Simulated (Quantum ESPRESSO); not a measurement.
# CaO (Lime): from the cell to the phonon bands

How does CaO (Lime) vibrate, and is this structure a minimum?

Method: DFT PBE, scalar-relativistic, plane waves, PseudoDojo norm-conserving pseudopotentials, in Quantum ESPRESSO 7.5.

**1. The structure**

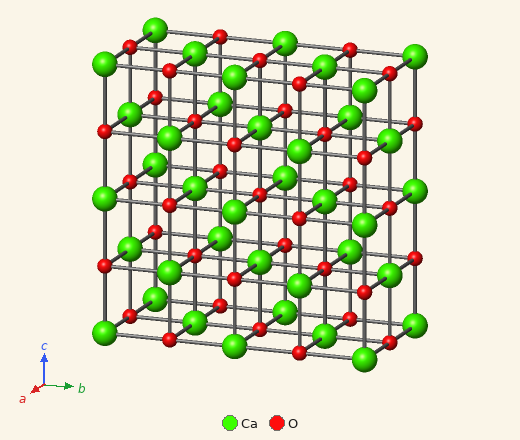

Start, viewed slightly off an axis; calcium green, oxygen red. 1×2×2 cells are drawn. This picture shows the conventional cell, with its axes. Some periodic images of atoms are drawn too.

Coordinates:

```
Ca O
1.0
    -2.40650    0.00000    2.40650
     0.00000    2.40650    2.40650
    -2.40650    2.40650    0.00000
Ca O
1 1
Direct
  0.00000 0.00000 0.00000
  0.50000 0.50000 0.50000
```

**2. A first look**

A cheap run with smearing and empty bands tells whether the crystal has a gap, which decides between fixed occupations and smearing later on.

Input file probe.in:

```
&control
   calculation = 'scf'
   prefix = 'x'
   outdir = './tmp'
   pseudo_dir = './pseudo'
   tprnfor = .true.
   tstress = .true.
   verbosity = 'high'
/
&system
   ibrav = 2
   celldm(1) = 9.09525184
   nat = 2
   ntyp = 2
   ecutwfc = 92.0
   occupations = 'smearing'
   smearing = 'gaussian'
   degauss = 0.01
/
&electrons
   conv_thr = 1.0d-07
   mixing_beta = 0.7
   electron_maxstep = 100
/
ATOMIC_SPECIES
 Ca     40.0780  Ca.upf
 O      15.9990  O.upf
ATOMIC_POSITIONS crystal
 Ca     0.000000000   0.000000000   0.000000000
 O      0.500000000   0.500000000   0.500000000
K_POINTS automatic
 6 6 6 0 0 0
```

Run with:

```sh
$ OMP_NUM_THREADS=1 mpirun -n 4 pw.x -nk 4 -in probe.in > probe.out
```

Log:

```text
[banners, grids, parts of the stress and lines that vanish by symmetry left out]
Program PWSCF v.7.5
     bravais-lattice index     =            2
     lattice parameter (alat)  =       9.0953  a.u.
[...]
kinetic-energy cutoff     =      92.0000  Ry
     charge density cutoff     =     368.0000  Ry
     scf convergence threshold =      1.0E-07
[...]
Exchange-correlation= PBE
                           (   1   4   3   4   0   0   0)
[...]
48 Sym. Ops., with inversion, found
[...]
(     0          1          0      )
                  (     0          0          1      )
[...]
(  0.0000000  1.0000000  0.0000000 )
                  (  0.0000000  0.0000000  1.0000000 )
[...]
(     1          0         -1      )
                  (     0          0         -1      )
[...]
(  0.0000000 -1.0000000  0.0000000 )
[...]
(     0          1         -1      )
                  (     0          1          0      )
[...]
( -1.0000000  0.0000000  0.0000000 )
                  (  0.0000000  1.0000000  0.0000000 )
[...]
number of k points=    16  Gaussian smearing, width (Ry)=  0.0100
[...]
End of self-consistent calculation
[...]
the Fermi energy is     9.7131 ev
!    total energy              =    -110.77446901 Ry
[...]
convergence has been achieved in   8 iterations
[...]
atom    1 type  1   force =     0.00000000    0.00000000    0.00000000
     atom    2 type  2   force =     0.00000000    0.00000000    0.00000000
[...]
Total force =     0.000000     Total SCF correction =     0.000000
[...]
total   stress  (Ry/bohr**3)                   (kbar)     P=        9.52
[...]
XML data file, charge density, pseudopotentials, collected wavefunctions

   JOB DONE.
```

Run time: 2.7 s. Hardware: 4 MPI ranks of Arm Neoverse V2, shared host; 10 s of CPU time.

Numbers from this step:

| Property | Result |
| --- | --- |
| volume per atom | 13.94 Å³ |
| pressure | 0.952 GPa |
| gap on the k-mesh | 3.663 eV |

A gap of 3.7 eV opens on this mesh, so the crystal is taken as an insulator; the start stands at 0.95 GPa.

**3. Relaxing the cell and atoms**

The relaxation runs at a cutoff a fifth above that of the response, since stress converges more slowly with the basis than frequencies do. Forces and stress are brought to rest with tight thresholds.

Input file relax.in:

```
&control
   calculation = 'vc-relax'
   prefix = 'x'
   outdir = './tmp'
   pseudo_dir = './pseudo'
   tprnfor = .true.
   tstress = .true.
   forc_conv_thr = 2.0d-05
   etot_conv_thr = 1.0d-07
   nstep = 40
/
&system
   ibrav = 2
   celldm(1) = 9.09525184
   nat = 2
   ntyp = 2
   ecutwfc = 110
   occupations = 'fixed'
   nbnd = 10
/
&electrons
   conv_thr = 1.0d-11
   mixing_beta = 0.7
   electron_maxstep = 100
/
&ions
/
&cell
   press_conv_thr = 0.2
/
ATOMIC_SPECIES
 Ca     40.0780  Ca.upf
 O      15.9990  O.upf
ATOMIC_POSITIONS crystal
 Ca     0.000000000   0.000000000   0.000000000
 O      0.500000000   0.500000000   0.500000000
K_POINTS automatic
 8 8 8 0 0 0
```

Run with:

```sh
$ OMP_NUM_THREADS=1 mpirun -n 4 pw.x -nk 4 -in relax.in > relax.out
```

Log:

```text
[banners, grids, parts of the stress and lines that vanish by symmetry left out]
[banner, memory and clock lines left out]
Program PWSCF v.7.5

[...]
kinetic-energy cutoff     =     110.0000  Ry
     charge density cutoff     =     440.0000  Ry
     scf convergence threshold =      1.0E-11
[...]
energy convergence thresh.=      1.0E-07
     force convergence thresh. =      2.0E-05
     press convergence thresh. =      2.0E-01
     Exchange-correlation= PBE
                           (   1   4   3   4   0   0   0)
[...]
48 Sym. Ops., with inversion, found
[...]
number of k points=    29
[...]
End of self-consistent calculation
[...]
highest occupied, lowest unoccupied level (ev):     7.7453   11.4074
!    total energy              =    -110.77448658 Ry
[...]
convergence has been achieved in  14 iterations
[...]
atom    1 type  1   force =     0.00000000    0.00000000   -0.00000000
     atom    2 type  2   force =     0.00000000    0.00000000    0.00000000
     Total force =     0.000000     Total SCF correction =     0.000000
[...]
total   stress  (Ry/bohr**3)                   (kbar)     P=        9.14
[...]
number of bfgs steps    =   0
[...]
CELL_PARAMETERS (alat=  9.09525184)
[...]
ATOMIC_POSITIONS (crystal)
Ca              -0.0000000000       -0.0000000000        0.0000000000
O                0.5000000000        0.5000000000        0.5000000000
[...]
New effective cutoffs (rho, wfc):  437.69  109.62
[...]
End of self-consistent calculation
[...]
highest occupied, lowest unoccupied level (ev):     7.6940   11.3570
!    total energy              =    -110.77452598 Ry
[...]
convergence has been achieved in   7 iterations
[...]
atom    1 type  1   force =    -0.00000000   -0.00000000    0.00000000
     atom    2 type  2   force =    -0.00000000   -0.00000000   -0.00000000
     Total force =     0.000000     Total SCF correction =     0.000000
[...]
total   stress  (Ry/bohr**3)                   (kbar)     P=        4.09
[...]
number of bfgs steps    =   1
[...]
CELL_PARAMETERS (alat=  9.09525184)
[...]
ATOMIC_POSITIONS (crystal)
Ca               0.0000000000       -0.0000000000       -0.0000000000
O                0.5000000000        0.5000000000        0.5000000000
[...]
New effective cutoffs (rho, wfc):  436.59  109.35
[...]
End of self-consistent calculation
[...]
highest occupied, lowest unoccupied level (ev):     7.6524   11.3160
!    total energy              =    -110.77453608 Ry
[...]
convergence has been achieved in  10 iterations
[...]
atom    1 type  1   force =     0.00000000    0.00000000   -0.00000000
     atom    2 type  2   force =    -0.00000000   -0.00000000    0.00000000
     Total force =     0.000000     Total SCF correction =     0.000000
[...]
total   stress  (Ry/bohr**3)                   (kbar)     P=        0.06
[...]
number of bfgs steps    =   2
[...]
small trust_radius: resetting bfgs history
[...]
CELL_PARAMETERS (alat=  9.09525184)
[...]
ATOMIC_POSITIONS (crystal)
Ca               0.0000000000       -0.0000000000       -0.0000000000
O                0.5000000000        0.5000000000        0.5000000000
[...]
New effective cutoffs (rho, wfc):  436.58  109.35
[...]
End of self-consistent calculation
[...]
highest occupied, lowest unoccupied level (ev):     7.6521   11.3157
!    total energy              =    -110.77453608 Ry
[...]
convergence has been achieved in   4 iterations
[...]
atom    1 type  1   force =    -0.00000000   -0.00000000   -0.00000000
     atom    2 type  2   force =     0.00000000    0.00000000    0.00000000
     Total force =     0.000000     Total SCF correction =     0.000000
[...]
total   stress  (Ry/bohr**3)                   (kbar)     P=        0.03
[...]
bfgs converged in   4 scf cycles and   3 bfgs steps
[...]
End of BFGS Geometry Optimization
     Final enthalpy           =    -110.7745360789 Ry
     File ./tmp/x.bfgs deleted, as requested
[...]
CELL_PARAMETERS (alat=  9.09525184)
[...]
ATOMIC_POSITIONS (crystal)
Ca               0.0000000000       -0.0000000000       -0.0000000000
O                0.5000000000        0.5000000000        0.5000000000
[...]
Final scf calculation at the relaxed structure.
[...]
kinetic-energy cutoff     =     110.0000  Ry
     charge density cutoff     =     440.0000  Ry
     scf convergence threshold =      1.0E-13
[...]
press convergence thresh. =      2.0E-01
     Exchange-correlation= PBE
                           (   1   4   3   4   0   0   0)
[...]
48 Sym. Ops., with inversion, found
[...]
number of k points=    29
[...]
c_bands:  1 eigenvalues not converged
     c_bands:  1 eigenvalues not converged
[...]
End of self-consistent calculation
[...]
highest occupied, lowest unoccupied level (ev):     7.6521   11.3157
!    total energy              =    -110.77453630 Ry
[...]
convergence has been achieved in  12 iterations
[...]
atom    1 type  1   force =     0.00000000    0.00000000    0.00000000
     atom    2 type  2   force =     0.00000000    0.00000000    0.00000000
     Total force =     0.000000     Total SCF correction =     0.000000
[...]
total   stress  (Ry/bohr**3)                   (kbar)     P=        0.03
[...]
XML data file, charge density, pseudopotentials, collected wavefunctions
```

It took 28 s on 4 MPI ranks; 1.9 min of CPU time.

Step by step:

| step | energy less that of the first step (eV) | largest force (eV/Å) | pressure (GPa) | volume (Å³) |
| --- | --- | --- | --- | --- |
| 1 | 0.0000 | 0.0000 | 0.91 | 27.87 |
| 2 | -0.0005 | 0.0000 | 0.41 | 28.00 |
| 3 | -0.0007 | 0.0000 | 0.01 | 28.11 |
| 4 | -0.0007 | 0.0000 | 0.00 | 28.11 |
| 5 | -0.0007 | 0.0000 | 0.00 | 28.11 |

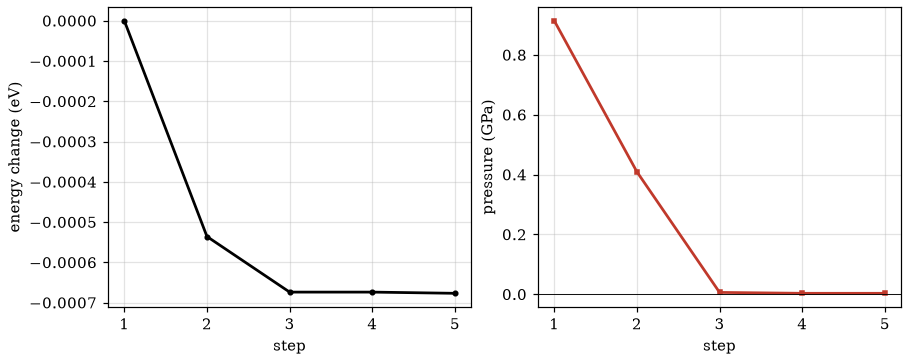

Energy and pressure along the relaxation.

| conventional cell, symmetrised | before | after | change |
| --- | --- | --- | --- |
| a (Å) | 4.813 | 4.827 | +0.3 % |
| b (Å) | 4.813 | 4.827 | +0.3 % |
| c (Å) | 4.813 | 4.827 | +0.3 % |
| volume (Å³/atom) | 13.94 | 14.06 | +0.9 % |

The relaxed structure:

```
Ca O
1.0
    -2.41331    0.00000    2.41331
     0.00000    2.41331    2.41331
    -2.41331    2.41331    0.00000
Ca O
1 1
Direct
  0.00000 0.00000 0.00000
  0.50000 0.50000 0.50000
```

The last row of the table of steps is pw.x's closing run on a basis chosen anew for the final cell, so its energy can jump.

Numbers from this step:

| Property | Result |
| --- | --- |
| volume per atom | 14.06 Å³ |
| pressure | 0.003000 GPa |
| gap on the k-mesh | 3.664 eV |

The volume changes by +0.9 % from the cell with which this run began.

**4. Self-consistent run for the response**

Perturbation theory inherits every error of the wavefunctions, so the threshold is set near the limit of the arithmetic. With a gap, occupations are fixed, which also allows the response to an electric field.

Input file scf.in:

```
&control
   calculation = 'scf'
   prefix = 'x'
   outdir = './tmp'
   pseudo_dir = './pseudo'
   tprnfor = .true.
   tstress = .true.
/
&system
   ibrav = 2
   celldm(1) = 9.12098478
   nat = 2
   ntyp = 2
   ecutwfc = 92.0
   occupations = 'fixed'
   nbnd = 10
/
&electrons
   conv_thr = 1.0d-12
   mixing_beta = 0.7
   electron_maxstep = 100
/
ATOMIC_SPECIES
 Ca     40.0780  Ca.upf
 O      15.9990  O.upf
ATOMIC_POSITIONS crystal
 Ca     0.000000000   0.000000000   0.000000000
 O      0.500000000   0.500000000   0.500000000
K_POINTS automatic
 8 8 8 0 0 0
```

Run with:

```sh
$ OMP_NUM_THREADS=1 mpirun -n 4 pw.x -nk 4 -in scf.in > scf.out
```

Log:

```text
[banners, grids, parts of the stress and lines that vanish by symmetry left out]
[banner, memory and clock lines left out]
Program PWSCF v.7.5

[...]
kinetic-energy cutoff     =      92.0000  Ry
     charge density cutoff     =     368.0000  Ry
     scf convergence threshold =      1.0E-12
[...]
Exchange-correlation= PBE
                           (   1   4   3   4   0   0   0)
[...]
48 Sym. Ops., with inversion, found
[...]
number of k points=    29
[...]
End of self-consistent calculation
[...]
highest occupied, lowest unoccupied level (ev):     7.6521   11.3157
!    total energy              =    -110.77452737 Ry
[...]
convergence has been achieved in  17 iterations
[...]
atom    1 type  1   force =     0.00000000    0.00000000    0.00000000
     atom    2 type  2   force =     0.00000000    0.00000000    0.00000000
     Total force =     0.000000     Total SCF correction =     0.000000
[...]
total   stress  (Ry/bohr**3)                   (kbar)     P=        0.02
[...]
XML data file, charge density, pseudopotentials, collected wavefunctions
```

Elapsed: 6.3 s, on 4 MPI ranks; 25 s of CPU time.

Read from the output:

* pressure: 0.002 GPa

The cell stands at 0.002 GPa, close enough for phonons.

(Continued in part 2 of 5.)

[Host names and launcher messages were left out of these logs when they were recorded.]

[Logs are printed without paths, hosts, clocks, repeated set-up lines and the standing remarks that a program may print on its own settings, such as how far it seeks lower states.]

[Hosts, paths, dates, database ids (printed as entryN), source tags and the programs' standing remarks are cut or masked in the printed files.]
